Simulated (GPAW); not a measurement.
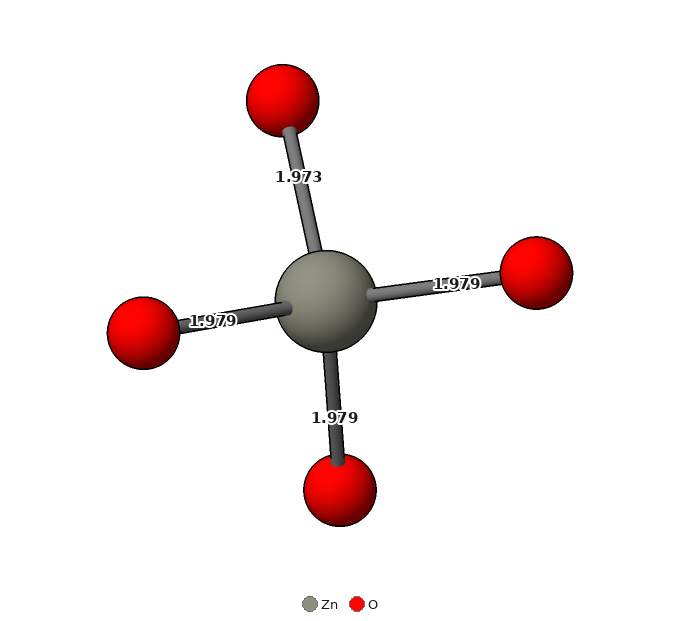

The surroundings of site Zn1 (at 0.667, 0.333, 0.000) in ZnO in space group P6_3mc, with bond lengths in Å.

Source of the atomic positions: an entry of the Crystallography Open Database, as set up for an electronic-structure calculation.

```yaml
crystal:
  lattice:
    - [3.24931, 0.00000, 0.00000]
    - [-1.62465, 2.81398, 0.00000]
    - [0.00000, 0.00000, 5.20571]
  atoms:
    - { symbol: Zn, position: [0.66667, 0.33333, 0.00000] }
    - { symbol: Zn, position: [0.33333, 0.66667, 0.50000] }
    - { symbol: O, position: [0.33333, 0.66667, 0.87901] }
    - { symbol: O, position: [0.66667, 0.33333, 0.37901] }
```

Bond valence s = exp((R0 − d)/b), R0 fitted to published crystal structures with b = 0.37 Å; R0 in Å: Zn2+–O 1.689.

**Calculate the bond-valence sum of Zn1 from the bonds drawn.**

1 × 0.464 + 3 × 0.457 = 1.83 v.u., against a formal valence of 2: underbonded (bonds long for this ion) by 0.17.

**And over the whole structure?**

| site | x, y, z | formal valence | bond-valence sum | difference |
| --- | --- | --- | --- | --- |
| Zn1 | 0.667, 0.333, 0.000 | +2 | 1.88 | -0.12 |
| O1 | 0.333, 0.667, 0.879 | −2 | 1.88 | -0.12 |

These sums include all anions within 5 Å. The global instability index (root mean square of the differences over all atoms) is 0.12 v.u.: moderate strain, common in real structures. The cell was not relaxed for this table, and a volume that is off by a few per cent shifts all sums together.
